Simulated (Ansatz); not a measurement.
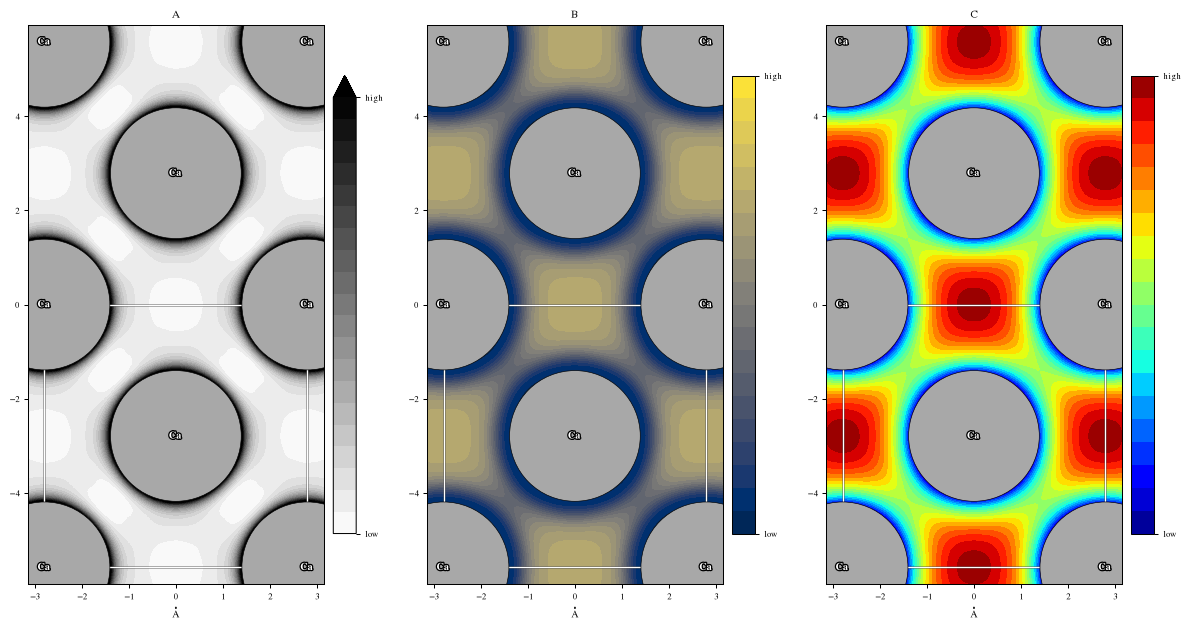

Ca: 3 fields on the (010) plane of the conventional cell, with unlabelled colour scales. Grey discs cover the atomic cores.

Space group Fm-3m; started from the fcc prototype.

The calculation used DFT r2SCAN, scalar-relativistic, plane waves, PAW (Ansatz 0.2.0).

```
Ca
1.0
     5.58000    0.00000    0.00000
     0.00000    5.58000    0.00000
     0.00000    0.00000    5.58000
Ca
4
Cartesian
  0.0000 0.0000 0.0000
  2.7900 2.7900 0.0000
  2.7900 0.0000 2.7900
  0.0000 2.7900 2.7900
```

> The panels show electron localisation function, electrostatic potential energy of an electron and valence pseudo-density in some order. Assign them.

Panel A: valence pseudo-density. Panel B: electron localisation function. Panel C: electrostatic potential energy of an electron (low next to the atoms, rising into the space between them). From the grid: Ca–Ca (3.95 Å): ρ at the midpoint is about 0.05 e/Å³; the ELF is about 0.40 at the midpoint: no localised pair shows between them.
